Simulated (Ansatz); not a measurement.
Run report: GaP, geometry relaxation (part 2 of 2)

GaP (P-3m1, 4 atoms in the cell); DFT PBE, scalar-relativistic, plane waves, PAW, no spin polarisation (Ansatz 0.2.0); cutoff 420 eV, 12×12×8 k-mesh, Gaussian smearing of 0.1 eV. The structure was made by a generator, so it may or may not be a known phase.

Geometry of the input (Å; fractional positions):
```
3.8119  0.0000  0.0000
-1.9060  3.3012  0.0000
0.0000  0.0000  6.3434
Ga 0.3333  0.6667  0.6721
Ga 0.6667  0.3333  0.3279
P  0.0000  0.0000  0.8273
P  0.0000  0.0000  0.1727
```

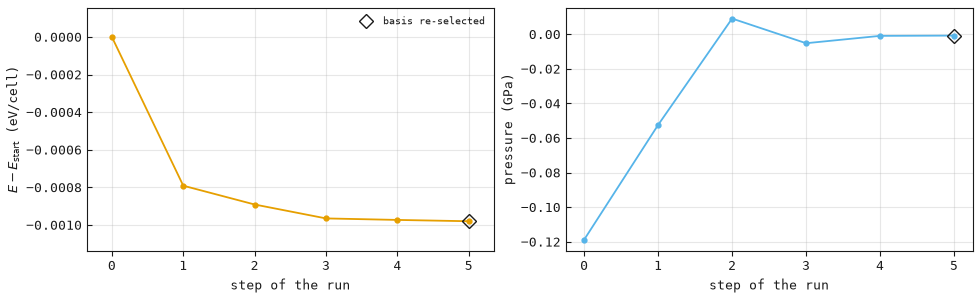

**Figure 1.** Progress of the relaxation, step by step (the first geometry is step 0 here and step 1 in the log). After 4 geometry steps the energy has fallen by 1.0 meV per cell of the calculation. Largest force component: 0.053 eV/Å at the start, 0.00019 eV/Å at the end. The pressure goes from −0.12 to 0.00 GPa. The largest moves relative to the cell, 0.010 Å, are those of Ga1 and Ga2. By element the largest moves are Ga 0.010 Å, P 0.005 Å. Among the contacts that change: P3–P4 2.191 → 2.195 Å, Ga1–P3 2.411 → 2.407 Å. The space group stays P-3m1 (No. 164). A last SCF at the same geometry on a re-selected plane-wave basis shifts the energy by next to nothing (0.0 meV per cell of the calculation). (Atoms are counted from 1 in the order of the input.)

```
basis re-selected at this cell: Δ(F+E_penalty+E_count) = -7.238e-6 eV, ΔP = +0.000 GPa vs the last step (what re-selecting the basis moved, of the pressure what is left beyond the Pulay correction that the steps carried, after the strain that the cell walked since its last selection, with what the two solves' SCF thresholds leave and, on support functions, any second-order correction that the steps lacked; it is no measure of the basis error at this ecutwfc). This SCF's stress stands 1.86e-3 GPa from its target on what of the cell is left free (relax.cell.stress_tol is 5.00e-2 GPa) and its largest allowed force component is 1.91e-4 eV/Å (relax.f_tol is 1.00e-2 eV/Å): within both
SCF converged after 5 iterations
Free energy (F): -9077.779719 eV
Harris-Foulkes:  -9077.779719 eV  (|F-HF|=2.55e-11)
Internal energy: -9077.774658 eV  (E = F + TS)
E sigma→0 (E₀):  -9077.777189 eV
Entropy (-TS):   -0.005061 eV (-1.265 meV/atom)
Fermi energy:    7.580612 eV
--- Per-component energies (eV) ---
  E_band       = -107.150032
  E_kinetic    = 370.381752
  E_local      = -4394.898540  (includes V_loc(G=0)·N_el)
  E_nonlocal   = 915.882795
  E_hartree    = 2036.666036
  E_xc         = -260.402876
  E_vxc        = -236.431688  (∫ρ·V_xc dr)
  E_paw        = -5115.074566  (= ΣΔE_a)
  E_vpaw       = -835.416153  (= ΣTr[D̂ρ^β])
  E_aug_tail   = -0.000223  (compensation charges beyond the density's cutoff)
  E_ewald      = -2630.329037
  E_smearing   = -0.005061  (= −TS)
  E_closure    = -0.000000  (closes the sum)
  Σ components = -9077.779719   (vs F -9077.779719, Δ=0.00e0)
--- Forces (eV/Å), atoms counted from 1 ---
  atom   1  Ga     0.00000000    -0.00000000     0.00001071
  atom   2  Ga    -0.00000000     0.00000000    -0.00001071
  atom   3  P     -0.00000000     0.00000000     0.00019088
  atom   4  P      0.00000000    -0.00000000    -0.00019088
  max |Σ_I F_I| component: 1.85e-17 eV/Å
--- Stress (GPa, compression-positive) ---
       -0.000208       0.000000       0.000000
        0.000000      -0.000208       0.000000
        0.000000       0.000000      -0.001863
  P = ⅓ Tr σ = -0.0008 GPa (-0.008 kbar)
--- Band table (eV; the first three rows and the last of 131) ---
  k-point 0: bands = ["-7.1803", "-7.1803", "-7.1635", "-7.1179", "-7.1179", "-7.0984", "-7.0556", "-7.0556", "-7.0489", "-7.0489", "-5.6781", "-2.9465", "0.0452", "5.9594", "5.9594", "7.3558", "7.7241", "7.7241", "8.9444", "9.0615", "10.9619", "11.2795"]
  k-point 1: bands = ["-7.1806", "-7.1806", "-7.1642", "-7.1177", "-7.1177", "-7.0980", "-7.0557", "-7.0557", "-7.0487", "-7.0487", "-5.6467", "-3.0921", "0.2986", "5.9705", "5.9705", "6.6306", "7.7029", "7.7029", "9.0203", "9.7078", "10.9219", "11.2653"]
  k-point 2: bands = ["-7.1814", "-7.1814", "-7.1660", "-7.1172", "-7.1172", "-7.0969", "-7.0558", "-7.0558", "-7.0483", "-7.0483", "-5.5628", "-3.4040", "0.9354", "5.4655", "5.9984", "5.9984", "7.6503", "7.6503", "9.1262", "10.3715", "11.2080", "11.2482"]
  k-point 130: bands = ["-7.2335", "-7.2231", "-7.1371", "-7.1371", "-7.0988", "-7.0737", "-7.0737", "-7.0502", "-7.0502", "-7.0346", "-3.9273", "-1.2833", "1.0508", "1.0508", "3.1296", "3.1296", "4.0466", "8.5734", "8.7323", "8.7323", "11.1920", "11.1920"]
--- Relaxed structure (5 steps of the walk, 5 accepted, 1 SCFs on fresh bases) ---
  F+E_penalty+E_count = -9077.77971948 eV   max|allowed force component| = 1.909e-4 eV/Å   (the final SCF, on the basis selected at the relaxed cell)
  cell:  # Å, volume = 79.8620 Å³
    - [3.8179713028973064, -2.891324722315667e-11, -2.7518641700519532e-19]
    - [-1.9089856514236136, 3.3064601392434962, 4.1277962550960815e-19]
    - [-4.579373733087529e-19, 5.287805315151946e-19, 6.3262168271899375]
  atoms:
    - { symbol: Ga, position: [0.3333333333333333, 0.6666666666666669, 0.673711990919659] }
    - { symbol: Ga, position: [0.6666666666666669, 0.3333333333333333, 0.32628800908034084] }
    - { symbol: P, position: [-2.894570991701512e-20, 1.1578283967033709e-19, 0.8264803830597275] }
    - { symbol: P, position: [2.894570991701505e-20, -1.15782839670337e-19, 0.17351961694027254] }
```

Trajectory as extended XYZ (Å, eV, eV/Å), 6 frames, from step=1 to step=6
```
4
Lattice="3.8119 0.0000 0.0000 -1.9060 3.3012 0.0000 0.0000 0.0000 6.3434" Properties=species:S:1:pos:R:3:forces:R:3 step=1 energy=-9077.77874 pressure_GPa=-0.12
Ga    0.0000    2.2008    4.2632    0.0000   0.0000   0.0526
Ga    1.9060    1.1004    2.0802    0.0000   0.0000  -0.0526
P     0.0000    0.0000    5.2479    0.0000   0.0000  -0.0486
P     0.0000    0.0000    1.0955    0.0000   0.0000   0.0486
4
Lattice="3.8195 0.0000 0.0000 -1.9098 3.3078 0.0000 0.0000 0.0000 6.3216" Properties=species:S:1:pos:R:3:forces:R:3 step=2 energy=-9077.77953 pressure_GPa=-0.05
Ga    0.0000    2.2052    4.2550    0.0000   0.0000   0.0194
Ga    1.9098    1.1026    2.0666    0.0000   0.0000  -0.0194
P     0.0000    0.0000    5.2261    0.0000   0.0000  -0.0397
P     0.0000    0.0000    1.0955    0.0000   0.0000   0.0397
4
Lattice="3.8181 0.0000 0.0000 -1.9090 3.3065 0.0000 0.0000 0.0000 6.3291" Properties=species:S:1:pos:R:3:forces:R:3 step=3 energy=-9077.77963 pressure_GPa=0.01
Ga    0.0000    2.2044    4.2657    0.0000   0.0000  -0.0063
Ga    1.9090    1.1022    2.0633    0.0000   0.0000   0.0063
P     0.0000    0.0000    5.2330    0.0000   0.0000  -0.0328
P     0.0000    0.0000    1.0961    0.0000   0.0000   0.0328
4
Lattice="3.8179 0.0000 0.0000 -1.9090 3.3064 0.0000 0.0000 0.0000 6.3259" Properties=species:S:1:pos:R:3:forces:R:3 step=4 energy=-9077.77970 pressure_GPa=-0.01
Ga    0.0000    2.2043    4.2616    0.0000   0.0000   0.0006
Ga    1.9090    1.1021    2.0642    0.0000   0.0000  -0.0006
P     0.0000    0.0000    5.2275    0.0000   0.0000   0.0130
P     0.0000    0.0000    1.0984    0.0000   0.0000  -0.0130
4
Lattice="3.8180 0.0000 0.0000 -1.9090 3.3065 0.0000 0.0000 0.0000 6.3262" Properties=species:S:1:pos:R:3:forces:R:3 step=5 energy=-9077.77971 pressure_GPa=-0.00
Ga    0.0000    2.2043    4.2620    0.0000   0.0000   0.0000
Ga    1.9090    1.1022    2.0642    0.0000   0.0000   0.0000
P     0.0000    0.0000    5.2285    0.0000   0.0000   0.0002
P     0.0000    0.0000    1.0977    0.0000   0.0000  -0.0002
4
Lattice="3.8180 0.0000 0.0000 -1.9090 3.3065 0.0000 0.0000 0.0000 6.3262" Properties=species:S:1:pos:R:3:forces:R:3 step=6 energy=-9077.77972 pressure_GPa=-0.00
Ga    0.0000    2.2043    4.2620    0.0000   0.0000   0.0000
Ga    1.9090    1.1022    2.0642    0.0000   0.0000   0.0000
P     0.0000    0.0000    5.2285    0.0000   0.0000   0.0002
P     0.0000    0.0000    1.0977    0.0000   0.0000  -0.0002
```

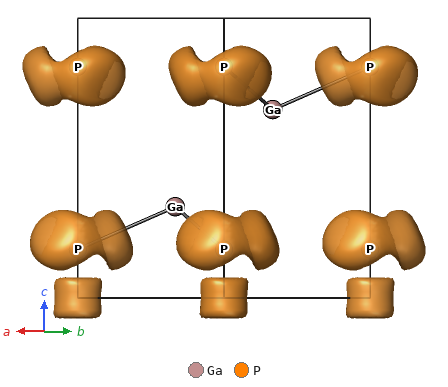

**Figure 2.** Isosurface of the ELF at 0.75 (orange), seen along [110]. Core shells and regions of very low density are left out. Sticks mark near contacts. The outline is the cell set on symmetry axes. Profiles from the grid: P–P (2.20 Å): the ELF peaks at about 0.90 between the atoms (localised, shared-pair bonding). Ga–P (2.41 Å): the ELF is about 0.75 at the midpoint. The fields are those of the smooth PAW valence density.

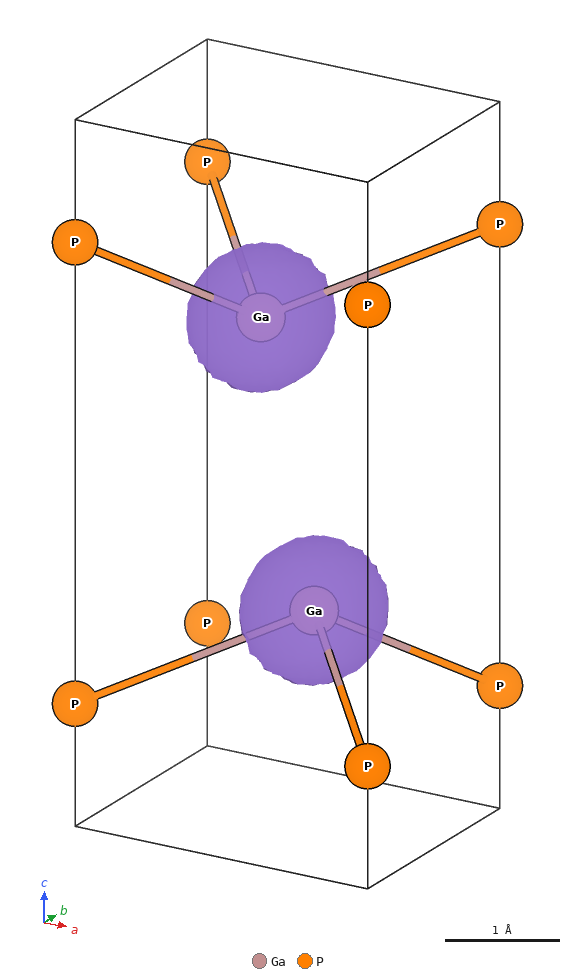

**Figure 3.** Isosurface of the valence charge density (pseudo) at 1.5 e/Å³ (purple), seen slightly off an axis. Sticks mark near contacts. The outline is the cell set on symmetry axes. At this value the density breaks into separate islands; it holds about 50 % of the electrons treated as valence (semicore included). It is pinched off along the P–P (2.20 Å) and Ga–P (2.41 Å) contacts. On the grid the lowest density along these lines, outside the cores, is 0.77 e/Å³ (P–P, 2.20 Å) and 0.48 e/Å³ (Ga–P, 2.41 Å).
